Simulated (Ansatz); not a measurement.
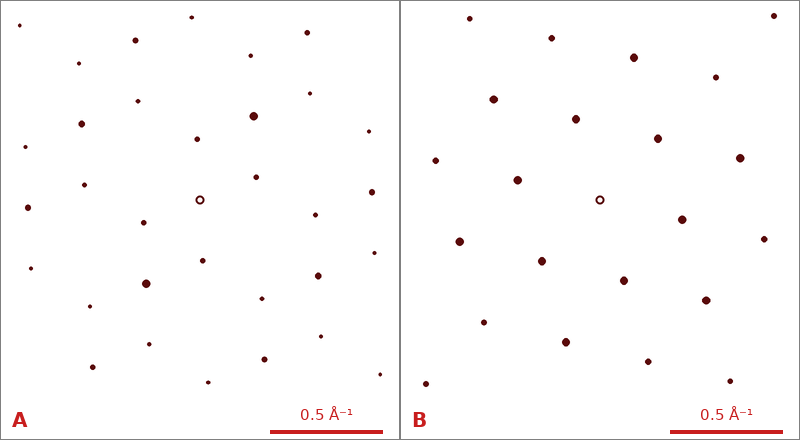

Kinematic electron diffraction patterns (300 kV, B = 0.5 Å², same scale, each along a low-index zone) of two structures of composition TaSi, each relaxed at zero pressure with DFT PBE, scalar-relativistic, plane waves, PAW in Ansatz.

The structures (standard cells):
1. P6_3/mmc (No. 194), a = 3.040 Å, c = 8.014 Å (hexagonal axes), 4 atoms; generated start, possibly hypothetical
2. Fd-3m (No. 227), a = 6.327 Å, 16 atoms; generated start, possibly hypothetical

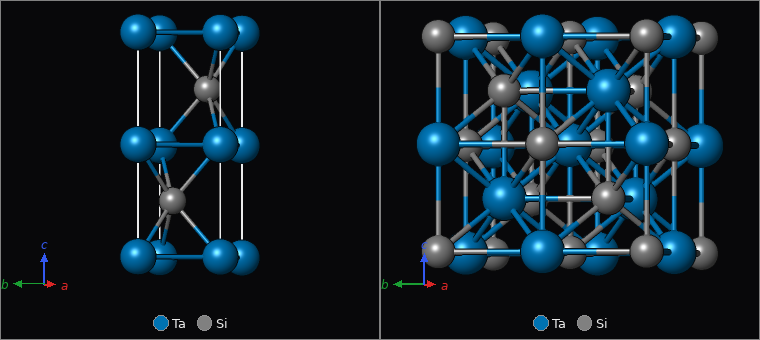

Drawings of the structures 1 to 2, from left to right (each may span several cells).

**Which pattern belongs to which structure, and along which zone?**

A is structure 2 along [110] or an equivalent direction: centred rectangular net of -1 1 -1 at d = 3.65 Å and -1 1 1 at d = 3.65 Å, 70.5° apart (some points of this net are extinct or too weak to see). B is structure 1 along [001]: hexagonal net of 1 -1 0 at d = 2.63 Å and 1 0 0 at d = 2.63 Å, 60.0° apart.

**Rank the structures by their computed energy.**

Structure 1 (P6_3/mmc, 16.03 Å³ an atom) is the lowest of these; structure 2 (Fd-3m, 15.83 Å³ an atom) lies about 480 meV an atom higher. These are static energies at 0 K; other structures, not shown, may lie lower still.
